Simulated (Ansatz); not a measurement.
# One crystal, many levels of theory: LaBiS2O (P4/nmm), part 2 of 2

Aim: the gap of LaBiS2O (P4/nmm) at several levels of theory on one structure, with the time that each takes.

Ansatz 0.2.0; density functionals, hybrids and G0W0, plane waves, PAW. Known limits of the many-body steps: finite bands, screening cutoff and k mesh; no spin-orbit coupling in G0W0; large ε∞ on the G0W0 mesh.

So far. Step 5 (HSE06 on the 4×4×2 mesh): Over mesh and listed points the gap is 1.351 eV, direct, at k = (0.000, 0.500, 0.000). HSE06 against LDA: 1.351 − 0.827 = +0.524 eV. The runs also differ in mesh (6×6×2 and 4×4×2), and the valence top lies at another k point, so how much of this comes from the functional alone is not known. Step 6 (PBE0 on the 4×4×2 mesh): Over mesh and listed points the gap is 1.973 eV, direct, at k = (0.000, 0.500, 0.000).

In doubt: masses and optical values from hybrid runs of this build are listed as unsure (steps 8, 9), which bears on the screening that GW takes from such a start.

## (7) G0W0@LDA, 4×4×2 mesh, 1071 empty bands, screening to 160 eV

G0W0 replaces the xc potential by a self-energy built once from the orbitals of the start. Levels are corrected in the window of bands that the input names, at points of the mesh.

This step: G0W0 on LDA, plane waves, PAW.

The input, input.yaml:

```yaml
crystal:
  lattice:
    - [4.055497, 0.0, 0.0]
    - [0.0, 4.055497, 0.0]
    - [0.0, 0.0, 14.173265]
  atoms:
    - { symbol: La, position: [0.5, 0.0, 0.587742] }
    - { symbol: La, position: [0.0, 0.5, 0.412258] }
    - { symbol: Bi, position: [0.0, 0.5, 0.867775] }
    - { symbol: Bi, position: [0.5, 0.0, 0.132225] }
    - { symbol: S, position: [0.5, 0.0, 0.89002] }
    - { symbol: S, position: [0.0, 0.5, 0.10998] }
    - { symbol: S, position: [0.0, 0.5, 0.690201] }
    - { symbol: S, position: [0.5, 0.0, 0.309799] }
    - { symbol: O, position: [0.0, 0.0, 0.5] }
    - { symbol: O, position: [0.5, 0.5, 0.5] }
kpoints:
  mp_grid: { grid: [4, 4, 2] }
hamiltonian:
  xc: lda
scf:
  occupations: { method: fixed }
gw:
  n_empty_bands: 1071
  ecut_chi: 160.0
  qp_bands: [v3, c3]
  qp_kpoints: band_edges
  screening: { model: contour_deformation }
```

On the command line:

```sh
ansatz run input.yaml --threads 3 --pin off --max-ram 92160MiB --backend cuda --events-out ev --progress --plain --runs-dir out --devices 1 --max-vram 13GiB
```

Numbers of over 12 decimals in the logs are rounded to 6 here.

What it wrote:

```text
GPUs: using 1 of 1 available (devices: 1).
[...]
GPU FFT provider: cuFFT
GPU libraries: cuBLAS 13.8.2, cuFFT 12.4.0, cuSOLVER 12.3.4
Crystal: 10 atoms, lattice volume = 233.108 Å³
Basis set: ecut = 420 eV, 4575 PW (Γ)
Bands: 54, of which v1, the nominal top of the filled ones, is band 44 counted from 1 (43 counted from 0)
Symmetry: 16 space group operations
[...]
k-points: 12 of 32
[...]
1    43      7.3878   -19.9411     2.7476   -16.7945  0.7023     6.9800     6.9888  root
[...]
7    44      6.9763   -18.2655     1.7442   -16.2231  0.7105     6.6736     6.6781  root
     7    45      9.0201   -10.7024    -3.5635   -14.4946  0.7368     9.2510     9.2488  root
     7    46      9.2292   -11.1781    -3.5892   -15.0026  0.7268     9.4682     9.4645  root
     7    47     10.8301   -10.4996    -4.6153   -15.7813  0.7316    11.5322    11.4965  root
[key lines of the parts left out:]
SCF converged after 8 iterations
Free energy (F): -40925.326831 eV
Fermi energy:    7.416934 eV
```

Wall time 1.9 min (1 × NVIDIA H100 80GB HBM3 (shared by 6 runs) with 3 threads of AMD EPYC 7R13 (Zen 3), shared host); peak memory 4.4 GiB; 3.5 min of CPU time.

This step gave:

```yaml
bands_summed: 1115
rpa_eps_infinity_on_this_mesh_eigenvalues: 7.617, 29.94, 29.94
plane_waves_in_the_screening_matrix: 1069
g0w0_gap_over_the_corrected_points: 1.228 eV
k_of_the_valence_top: 0, -0.5, 0
k_of_the_conduction_bottom: 0, -0.5, 0
starting_gap_on_the_mesh: 0.8216 eV
z_at_the_valence_top: 0.7205
z_at_the_conduction_bottom: 0.7427
least_direct_g0w0_gap_over_the_corrected_points: 1.228 eV
```

Over 8 of 12 irreducible mesh points the G0W0 gap is 1.228 eV, direct, at k = (0.000, -0.500, 0.000). The LDA gap of this run on the mesh is 0.822 eV. The two states that bound the G0W0 gap lie that far apart at the start, so the correction of the gap is 1.228 − 0.822 = +0.406 eV.

## (8) G0W0@HSE06, 4×4×2 mesh, 1071 empty bands, screening to 160 eV

This step: G0W0 on HSE06, plane waves, PAW.

input.yaml, as its differences from that of step 7:

```diff
@@ -19,3 +19,3 @@
 hamiltonian:
-  xc: lda
+  xc: hse06
 scf:
```

What it wrote:

```text
GPUs: using 1 of 1 available (devices: 1).
[...]
GPU FFT provider: cuFFT
GPU libraries: cuBLAS 13.8.2, cuFFT 12.4.0, cuSOLVER 12.3.4
Crystal: 10 atoms, lattice volume = 233.108 Å³
Basis set: ecut = 420 eV, 4575 PW (Γ)
Bands: 54, of which v1, the nominal top of the filled ones, is band 44 counted from 1 (43 counted from 0)
Symmetry: 16 space group operations
[...]
k-points: 12 of 32
[...]
1    42      6.7538   -19.3218     1.9940   -17.2174  0.7482     6.6431     6.6434  root
     1    43      6.9720   -19.9809     2.5729   -17.2974  0.7431     6.8610     6.8613  root
[...]
7    44      6.7456   -17.9993     1.4972   -16.3317  0.7513     6.5745     6.5752  root
     7    45      9.5370   -10.2296    -3.4727   -13.6257  0.7731     9.4607     9.4605  root
     7    46      9.7454   -10.6488    -3.4700   -14.0523  0.7681     9.6791     9.6789  root
     7    47     11.6198    -8.9590    -3.9263   -12.8668  0.7742    11.6013    11.6013  root
[key lines of the parts left out:]
Free energy (F): -42067.341164 eV
Fermi energy:    7.355129 eV
```

It took 4.1 min on 1 × NVIDIA H100 80GB HBM3 (shared by 6 runs) with 3 threads; peak memory 5 GiB.

This step gave:

- bands summed: 1115
- RPA ε∞ on this mesh (eigenvalues): 5.443, 15.77, 15.77
- plane waves in the screening matrix: 1069
- G0W0 gap over the corrected points: 1.487 eV
- k of the valence top: 0, -0.5, 0
- k of the conduction bottom: 0, -0.5, 0
- starting gap on the mesh: 1.351 eV
- Z at the valence top: 0.7582
- Z at the conduction bottom: 0.7786
- least direct G0W0 gap over the corrected points: 1.487 eV

Over 6 of 12 irreducible mesh points the G0W0 gap is 1.487 eV, direct, at k = (0.000, -0.500, 0.000). The HSE06 gap of this run on the mesh is 1.351 eV. The two states that bound the G0W0 gap lie that far apart at the start, so the correction of the gap is 1.487 − 1.351 = +0.136 eV. G0W0@HSE06 against G0W0@LDA with 1115 bands: 1.487 − 1.228 = +0.259 eV, with the same mesh, files and cutoffs, and both edges at the same k points.

## (9) G0W0@PBE0, 4×4×2 mesh, 1071 empty bands, screening to 160 eV

This step: G0W0 on PBE0, plane waves, PAW.

input.yaml, as its differences from that of step 8:

```diff
@@ -19,3 +19,3 @@
 hamiltonian:
-  xc: hse06
+  xc: pbe0
 scf:
```

What it wrote:

```text
GPUs: using 1 of 1 available (devices: 1).
[...]
GPU FFT provider: cuFFT
GPU libraries: cuBLAS 13.8.2, cuFFT 12.4.0, cuSOLVER 12.3.4
Crystal: 10 atoms, lattice volume = 233.108 Å³
Basis set: ecut = 420 eV, 4575 PW (Γ)
Bands: 54, of which v1, the nominal top of the filled ones, is band 44 counted from 1 (43 counted from 0)
Symmetry: 16 space group operations
[...]
k-points: 12 of 32
[...]
1    42      6.4011   -19.3322     1.8780   -17.5786  0.7700     6.5252     6.5256  root
     1    43      6.5976   -19.9928     2.4384   -17.6871  0.7654     6.7300     6.7303  root
[...]
7    44      6.4072   -17.9811     1.3798   -16.6574  0.7739     6.4632     6.4633  root
     7    45      9.8481   -10.1786    -3.3958   -13.2780  0.7953     9.5529     9.5517  root
     7    46     10.0578   -10.5937    -3.3906   -13.6982  0.7916     9.7729     9.7717  root
     7    47     11.9698    -8.9122    -3.8139   -12.4711  0.7974    11.7158    11.7148  root
[key lines of the parts left out:]
Free energy (F): -42059.886286 eV
Fermi energy:    7.034355 eV
```

The job ended after 4.4 min (1 × NVIDIA H100 80GB HBM3 (shared by 6 runs) with 3 threads; peak memory 5 GiB).

This step gave:

- bands summed: 1115
- RPA ε∞ on this mesh (eigenvalues): 4.958, 11.38, 11.38
- plane waves in the screening matrix: 1069
- G0W0 gap over the corrected points: 1.666 eV
- k of the valence top: 0, -0.5, 0
- k of the conduction bottom: 0, -0.5, 0
- starting gap on the mesh: 1.973 eV
- Z at the valence top: 0.7802
- Z at the conduction bottom: 0.8000
- least direct G0W0 gap over the corrected points: 1.666 eV

Over 6 of 12 irreducible mesh points the G0W0 gap is 1.666 eV, direct, at k = (0.000, -0.500, 0.000). The PBE0 gap of this run on the mesh is 1.973 eV. The two states that bound the G0W0 gap lie that far apart at the start, so the correction of the gap is 1.666 − 1.973 = −0.307 eV. G0W0@PBE0 against G0W0@HSE06 with 1115 bands: 1.666 − 1.487 = +0.179 eV, with the same mesh, files and cutoffs, and both edges at the same k points. The program's warnings for this run: coarse exchange mesh.

## (10) Gap and time by level

Each gap is the least one over the points named; times are wall times on shared hosts, not benchmarks. A G0W0 time includes the run's own self-consistent start. Runs with listed points see these and the mesh alone, so an edge that moves elsewhere is missed. Rows marked * are further runs, not shown as steps, whose inputs differ from the G0W0 step on the same start in the columns given; solver thresholds can differ too. Symmetry makes (0.000, 0.500, 0.000) and (0.000, -0.500, 0.000) one point.

```csv
level,mesh,"files, cutoff","bands summed, screening",points,gap (eV),valence top,conduction bottom,least direct gap (eV),time
LDA,6×6×2,"soft_2 PAW, 420 eV",-,mesh and path,0.827,Γ,"(0.000, 0.500, 0.000)",0.829,6.4 s
LDA+SOC,6×6×2,"soft_2 PAW, 420 eV",-,mesh and listed points,0.480,"(0.000, 0.500, 0.000)","(0.000, 0.500, 0.000)",0.480,13 s
r2SCAN,6×6×2,"soft_2 PAW, 500 eV",-,mesh and listed points,1.134,"(0.000, 0.500, 0.000)","(0.000, 0.500, 0.000)",1.134,9 s
HSE06,4×4×2,"soft_2 PAW, 420 eV",-,mesh and listed points,1.351,"(0.000, 0.500, 0.000)","(0.000, 0.500, 0.000)",1.351,46 s
PBE0,4×4×2,"soft_2 PAW, 420 eV",-,mesh and listed points,1.973,"(0.000, 0.500, 0.000)","(0.000, 0.500, 0.000)",1.973,45 s
G0W0@LDA*,4×4×2,"soft_2 PAW, 420 eV","220, 48 eV",8 of 12 irreducible mesh points,1.031,"(0.000, -0.500, 0.000)","(0.000, -0.500, 0.000)",1.031,19 s
G0W0@LDA*,4×4×2,"soft_2 PAW, 420 eV","541, 96 eV",8 of 12 irreducible mesh points,1.133,"(0.000, -0.500, 0.000)","(0.000, -0.500, 0.000)",1.133,41 s
G0W0@LDA,4×4×2,"soft_2 PAW, 420 eV","1115, 160 eV",8 of 12 irreducible mesh points,1.228,"(0.000, -0.500, 0.000)","(0.000, -0.500, 0.000)",1.228,1.9 min
G0W0@HSE06,4×4×2,"soft_2 PAW, 420 eV","1115, 160 eV",6 of 12 irreducible mesh points,1.487,"(0.000, -0.500, 0.000)","(0.000, -0.500, 0.000)",1.487,4.1 min
G0W0@PBE0,4×4×2,"soft_2 PAW, 420 eV","1115, 160 eV",6 of 12 irreducible mesh points,1.666,"(0.000, -0.500, 0.000)","(0.000, -0.500, 0.000)",1.666,4.4 min
```

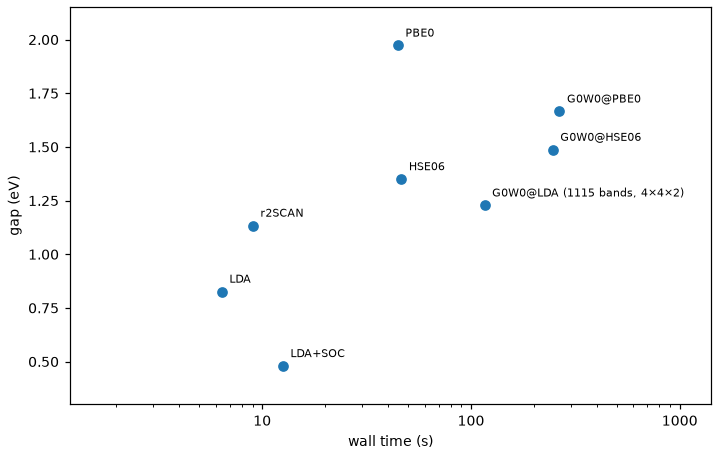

Gap against wall time for the runs shown as steps.

## (11) Summary of results

* LDA, over mesh and path: 0.827 eV
* LDA+SOC, over mesh and listed points: 0.480 eV
* r2SCAN, over mesh and listed points: 1.134 eV
* HSE06, over mesh and listed points: 1.351 eV
* PBE0, over mesh and listed points: 1.973 eV
* G0W0@LDA (1115 bands, 4×4×2), over 8 of 12 irreducible mesh points: 1.228 eV
* G0W0@HSE06, over 6 of 12 irreducible mesh points: 1.487 eV
* G0W0@PBE0, over 6 of 12 irreducible mesh points: 1.666 eV
* known limits: finite bands, screening cutoff and k mesh; no spin-orbit coupling in G0W0; large ε∞ on the G0W0 mesh

The rows run from 0.480 eV (LDA+SOC) to 1.973 eV (PBE0). They differ in mesh, plane-wave cutoff, bands and screening cutoff of G0W0 and the points over which the gap was sought as well as in level, so only pairs that share these are like for like. PBE0 against HSE06: 1.973 − 1.351 = +0.622 eV, with the same mesh, files and cutoff, and both edges at the same k points. G0W0@HSE06 against G0W0@LDA with 1115 bands: 1.487 − 1.228 = +0.259 eV, with the same mesh, files and cutoffs, and both edges at the same k points. G0W0@PBE0 against G0W0@HSE06 with 1115 bands: 1.666 − 1.487 = +0.179 eV, with the same mesh, files and cutoffs, and both edges at the same k points. G0W0@LDA (1115 bands, 4×4×2) moves the gap of its own start on the mesh by 1.228 − 0.822 = +0.406 eV, between the same two levels. Both edges that LDA shows over mesh and path lie at k points where levels were corrected. G0W0 has the valence top at another k point than that. Levels at other points were not corrected, so a lower G0W0 gap elsewhere in the zone is not ruled out. G0W0@HSE06 moves the gap of its own start on the mesh by 1.487 − 1.351 = +0.136 eV, between the same two levels. Both edges that HSE06 shows over mesh and listed points lie at k points where levels were corrected. Levels at other points were not corrected, so a lower G0W0 gap elsewhere in the zone is not ruled out. G0W0@PBE0 moves the gap of its own start on the mesh by 1.666 − 1.973 = −0.307 eV, between the same two levels. Both edges that PBE0 shows over mesh and listed points lie at k points where levels were corrected. Levels at other points were not corrected, so a lower G0W0 gap elsewhere in the zone is not ruled out. What spin-orbit coupling does to the G0W0 levels was not computed, so no sum with the G0W0 gap is formed. For G0W0@LDA: from 220 bands and 48 eV to 1115 bands and 160 eV the gap moves by 1.228 − 1.031 = +0.197 eV (rung by rung 1.031, 1.133, 1.228 eV); bands and screening cutoff rise together, so their parts are not told apart. A line in one over the bands through the two highest rungs gives 1.228 + (1.228 − 1.133) × 541 / (1115 − 541) = 1.318 eV, and through the pair below 1.133 + (1.133 − 1.031) × 220 / (541 − 220) = 1.203 eV. The two differ by 0.115 eV, not under the 0.030 eV asked, so the law does not hold well over these rungs and the limit is not known. The other G0W0 rows are shown at one basis each (1115 bands), so their distance from the limit is not known here. For G0W0@PBE0: the program's warnings for this run: coarse exchange mesh. The G0W0 runs are scalar-relativistic. The cell holds La; where the f levels lie against the gap was not analysed here. The largest eigenvalue of the RPA ε∞ is large: 30 in G0W0@LDA (4×4×2, 1115 bands), 31 in G0W0@LDA (4×4×2, 220 bands) and 30 in G0W0@LDA (4×4×2, 541 bands). A perturbation-theory run of this series on LDA, not shown as a step (6×6×2 (response on 576 points) mesh, soft_2 PAW), gives 7.6 and 17.4 (stated error 0.2), so a mesh with so large a value overstates the long-range screening, which bears on the G0W0 gap by an amount not known here. No pair of G0W0 runs that differ in the mesh alone is shown (4×4×2 is a supercell whose nearest images lie 16 Å apart), so the error from the mesh is not known here. G0W0@LDA runs of this series with other atomic data on the same mesh, not shown as steps, give 1.203 eV (hard PAW, 930 eV, 1639 bands, screening to 208 eV); where bands and cutoffs differ too, the part of the files is not isolated.

[Paths, hosts, dates, memory and timing lines, banners, echoed tables and standing remarks are left out of the program output.]

[Logs are printed without paths, hosts, clocks, repeated set-up lines and the standing remarks that a program may print on its own settings, such as how far it seeks lower states.]

[Runs of the session that timed out or met a known fault of the program may be left out.]

[Cells called generated may have been cut or substituted from an entry of the Crystallography Open Database or the Materials Project.]

[Hosts, paths, dates, database ids (printed as entryN), source tags and the programs' standing remarks are cut or masked in the printed files.]

[Where an RPA ε∞ is given, it is that of the G0W0 mesh and is not shown converged in it. Names of k-points follow the symmetry that the program found, which can be lower than the space group named. Band edges on a path are those of the sampled points; other points can move an edge, and change direct to indirect where valleys lie close.]

[Hybrid gaps are those of their k-mesh and are not shown converged in it.]
